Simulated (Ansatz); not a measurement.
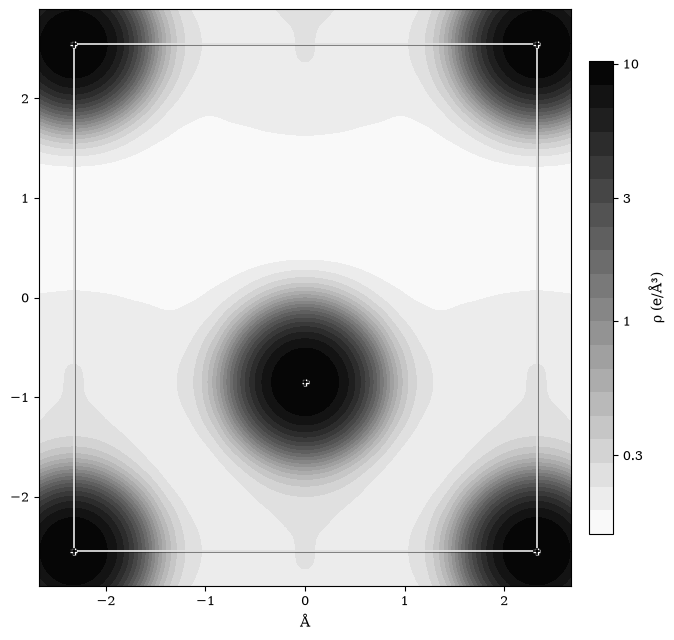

The valence pseudo-density on a plane through atoms (crosses mark nuclei in the plane).

The calculation used Ansatz, DFT PBE, scalar-relativistic, plane waves, PAW.

Candidates:
A. Ti, a = 2.94 Å, b = 2.94 Å, c = 4.65 Å, α = 90.00°, β = 90.00°, γ = 120.00°. Space group P6₃/mmc; a structure from a database of computed crystals, not necessarily the ambient phase; computed without spin polarisation.
B. MoS2, a = 3.19 Å, b = 3.19 Å, c = 14.81 Å, α = 90.00°, β = 90.00°, γ = 120.00°. Space group P6₃/mmc; a structure from a database of computed crystals, not necessarily the ambient phase; computed without spin polarisation.

> Which candidate gave the map?

Candidate A: Ti on the (110) plane of the conventional cell, which holds Ti. Ti–Ti (2.88 Å): ρ is about 0.19 e/Å³ halfway.
